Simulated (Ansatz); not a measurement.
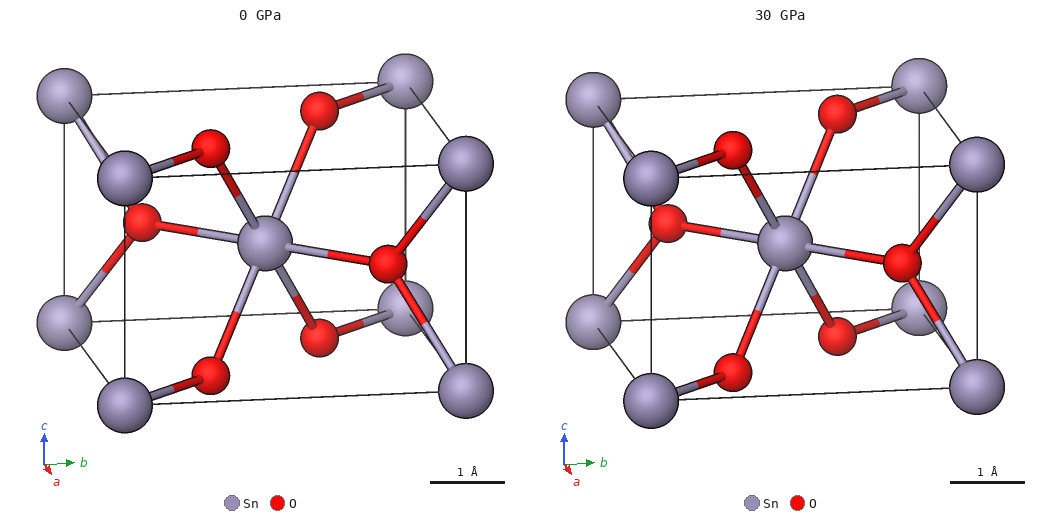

SnO2, rutile, space group P4₂/mnm (No. 136), relaxed (cell and atoms) under a series of hydrostatic pressures; the conventional cell is drawn at the lowest and the highest, to one scale (sticks follow a distance rule). The start was a structure listed in the Materials Project.

Alike in all runs: Ansatz 0.2.0; functional LDA; potentials Ansatz PAW; cutoff 420 eV; k mesh 5 × 5 × 5 on the run's cell of 12 atoms; occupations fermi-dirac, width 0.05 eV; no spin polarisation; no spin-orbit coupling.

```tsv
pressure (GPa)	volume (Å³/atom)	a (Å)	c (Å)
0.0	11.858	4.722	3.191
2.0	?	?	?
5.0	11.588	4.678	3.177
10.0	11.350	4.639	3.165
20.0	10.945	4.571	3.143
30.0	10.608	4.513	3.124
```

Q: Fit a third-order Birch-Murnaghan equation to the rows given and use it to fill in the volume that is left out.

A: The fit gives V0 = 11.86 Å³/atom, B0 = 205 GPa and B0′ = 4.9, which puts the volume at 2.0 GPa at 11.75 Å³/atom. The run gave volume 11.746 Å³/atom; a 4.704 Å; c 3.185 Å.

Q: Which axis yields most up to 30 GPa?

A: The a axis: a −4.4 %, c −2.1 %, against −10.5 % in volume.

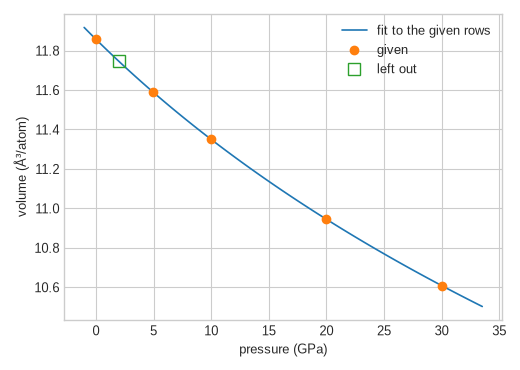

Volume against pressure, with the fit. The structure was kept in its own symmetry, so a change to another phase within this range wouldn't be seen. The gaps aren't listed, since this mesh can miss the band edges.

Caveat: the plane-wave basis is chosen anew once the cell has moved, so the energies of steps on either side of that aren't comparable; the pressure holds a Pulay correction of +1.1 GPa for the finite cutoff.
